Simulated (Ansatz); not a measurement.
## Electronic structure of SiC in real space

```
Si C
1.0
     3.07600    0.00000    0.00000
    -1.53800    2.66389    0.00000
     0.00000    0.00000    5.04800
Si C
2 2
Cartesian
  0.0000 1.7759 0.0150
  1.5380 0.8880 2.5090
  0.0000 1.7759 1.9400
  1.5380 0.8880 4.4710
```

Space group P3m1; not relaxed (largest force 1.3 eV/Å).

The calculation used Ansatz 0.2.0, DFT r2SCAN, scalar-relativistic, plane waves, PAW.

The density is the valence pseudo-density of a PAW calculation; it isn't the true density close to the nuclei.

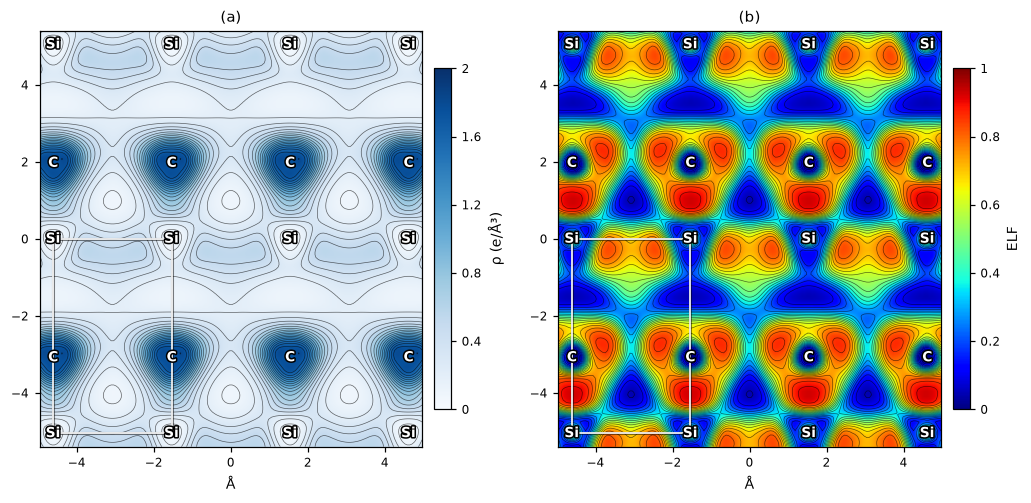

Figure 1. (a) valence electron density; (b) electron localisation function on the (010) plane of the conventional cell.

Q: What does the map show?

A:
- The section cuts through Si and C sites.
- Atoms just off the plane (Si, 0.9 Å away and C, 0.9 Å away) can leave unmarked features too.
- Between the atoms the lowest density in this plane is 0.08 e/Å³.

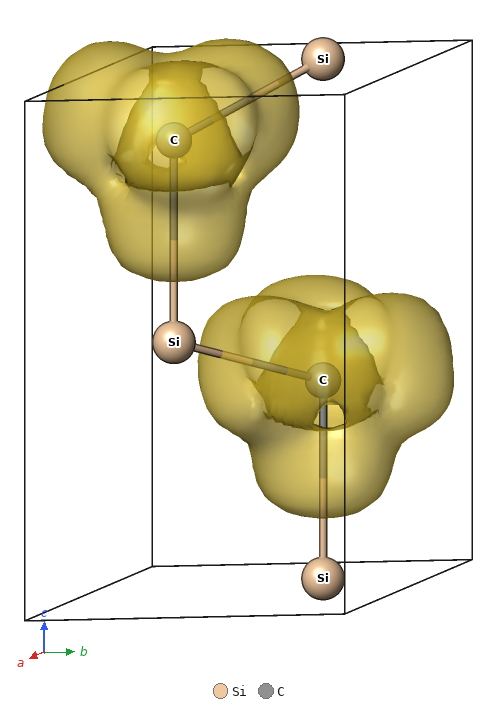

Figure 2. Isosurface of the ELF at 0.7 (yellow), seen slightly off an axis. Only the valence region is drawn (cores and ρ < 0.01 e/Å³ removed). Sticks mark near contacts.

Q: What do the ELF domains correspond to?

A: The surface consists of two regions on C in which the atom's valence shell and bonds are merged, counted in one cell of 4 atoms. Any copies at cell faces, edges or corners count once. Profiles from the grid: Si–C (1.86 Å): the ELF peaks at about 0.95 between the atoms: localised, covalent bonding. Si–C (1.93 Å): the ELF peaks at about 0.95 between the atoms (localised, covalent bonding).

Q: Does the calculation give a band gap?

A: It is gapped, with a Kohn–Sham gap of 2.7 eV on the k-point mesh, an upper bound to the gap of this method.
